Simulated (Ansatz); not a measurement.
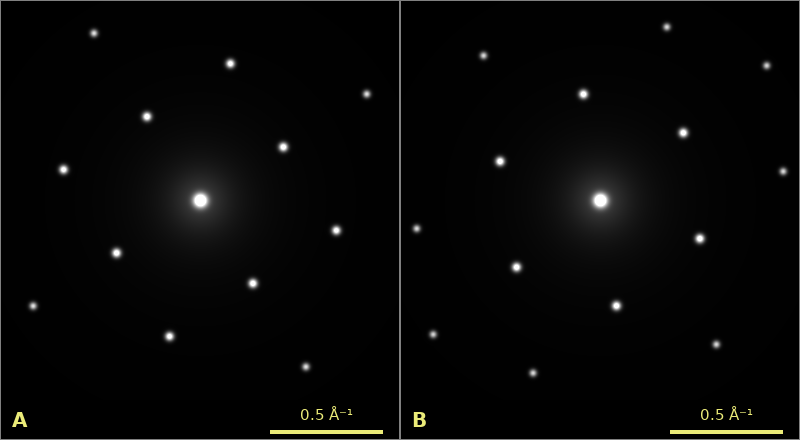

Kinematic electron diffraction patterns (300 kV, B = 0.5 Å², same scale, each along a low-index zone) of two structures of composition MoH3, each relaxed at zero pressure with DFT PBE, scalar-relativistic, plane waves, PAW (Ansatz 0.2.0).

The structures (standard cells):
1. R-3m (No. 166), a = 4.151 Å, c = 10.186 Å (hexagonal axes), 24 atoms; generated start, possibly hypothetical
2. I-4m2 (No. 119), a = 3.181 Å, c = 11.322 Å, 16 atoms; generated start, possibly hypothetical

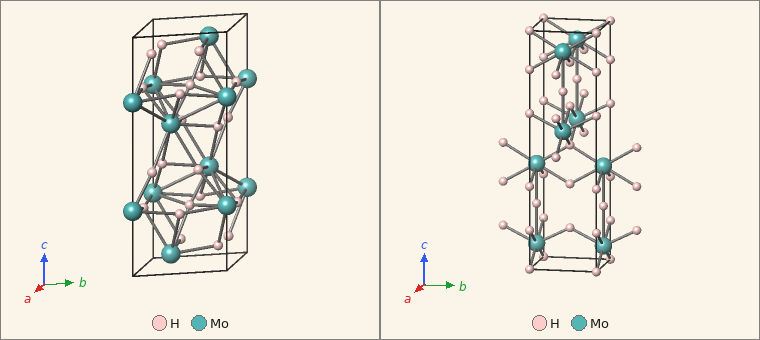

Drawings of the structures 1 to 2, from left to right (each may span several cells).

**Which pattern belongs to which structure, and along which zone?**

A is structure 2 along [001]: square net of 1 -1 0 at d = 2.25 Å and 1 1 0 at d = 2.25 Å, 90.0° apart. B is structure 1 along [001]: hexagonal net of 2 -1 0 at d = 2.08 Å and 1 1 0 at d = 2.08 Å, 60.0° apart.

**Rank the structures by their computed energy.**

Structure 2 (I-4m2, 7.16 Å³ an atom) is the lowest of these; structure 1 (R-3m, 6.33 Å³ an atom) lies about 190 meV an atom higher. These are static energies at 0 K; other structures, not shown, may lie lower still.
